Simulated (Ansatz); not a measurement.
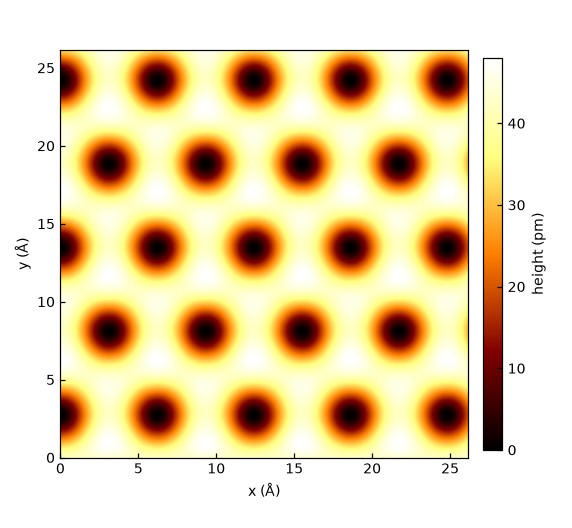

Simulated STM image (constant-current image at a set point of 4.4 × 10⁻⁴ e/Å³, sample bias +1.50 V).

Images follow the Tersoff–Hamann model: the current is the local density of the sample's states between the Fermi level and the bias, at the tip's centre. Bias windows are sharp sums over the levels of the k mesh.

Give the periodicity of the image.

Answer. The pattern repeats on a hexagonal lattice with shortest vectors of 6.2 Å at 60° (or 120°), a cell of 33.5 Å², with 2 maxima above 60 % of the range in each cell.

The surface:

Li(001) (P6_3/mmc bulk, 5 atomic planes (those closer than 0.6 Å count as one), 10 Å) with one Li vacancy in a 2 × 2 cell. The brightest spots lie over the sites above the Li atoms 2.4 Å below the top plane away from the vacancy and points 1.8 Å to the side of the top Li atoms; the darkest points are over the vacancy.

Computed with DFT PBE, scalar-relativistic, plane waves, PAW (Ansatz 0.2.0). Cutoff 420 eV, 12 × 12 k-points, Gaussian smearing 0.1 eV, dipole correction. The slab is a cut without reconstruction beyond its cell, at the source's lattice constants, with its lower half held fixed and the rest relaxed. The defects repeat every 6.2 Å and interact, so states at the Fermi level and the work function belong to this dense array. This isn't the element's usual bcc form. No spin polarisation. The run couldn't confirm all of its levels under its output density. The run warns that the functional's potential is rough in the thin density of the vacuum, where the tip is; weak contrasts and barriers may feel it.
